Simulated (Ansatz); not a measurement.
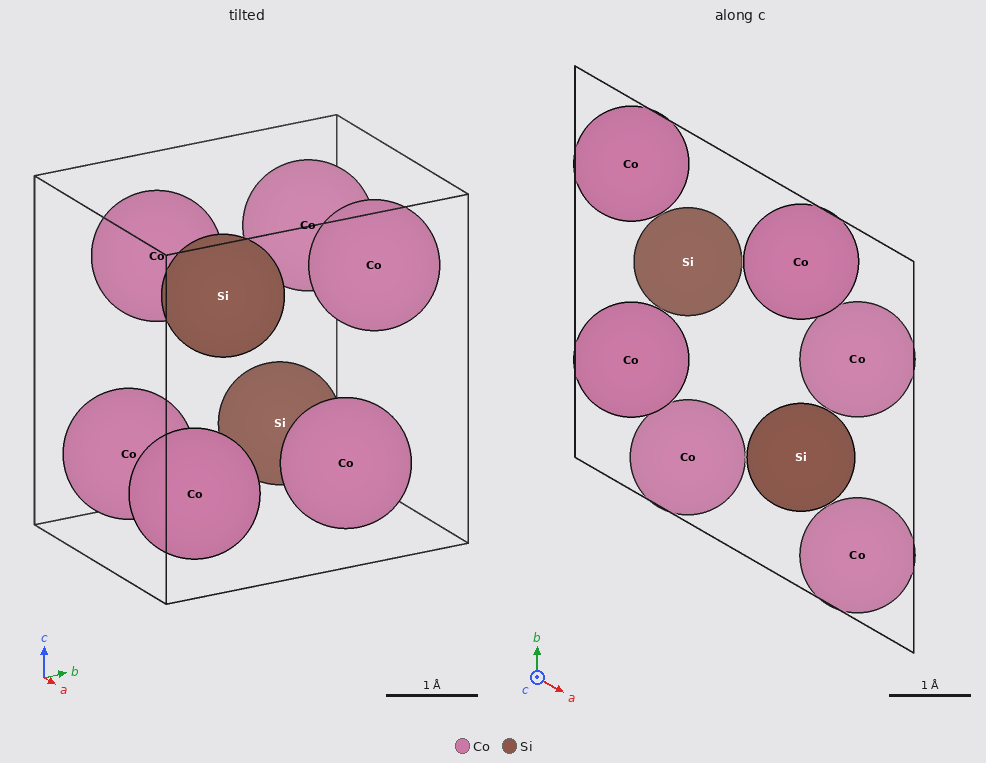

We look at a spheres-only model of the crystal slightly off an axis and along the c axis. The wireframe shows the conventional unit cell.

Co$_{3}$Si, space group P6_3/mmc (No. 194), a = 4.89 Å, b = 4.89 Å, c = 3.90 Å, α = 90.00°, β = 90.00°, γ = 120.00°.

Level of theory and settings: DFT PBEsol, scalar-relativistic, plane waves, PAW (Ansatz 0.2.0), plane waves up to 420 eV, Brillouin-zone sampling on a 12×12×10 mesh, Gaussian smearing of 0.15 eV, no spin polarisation (a spin-restricted run, not always the ground state).

**How large a gap does the method give, if there is one?**

A metal: bands cross the Fermi level.

**Which way would the volume go on relaxing?**

The computed pressure is 0.1 GPa, close to zero.

The initial geometry was a structure listed in the Materials Project. Earlier steps of the study, as a rule a relaxation of our own, may have changed the cell and positions, so they can lie some per cent off the listed ones. A calculation with Ansatz used it as input.
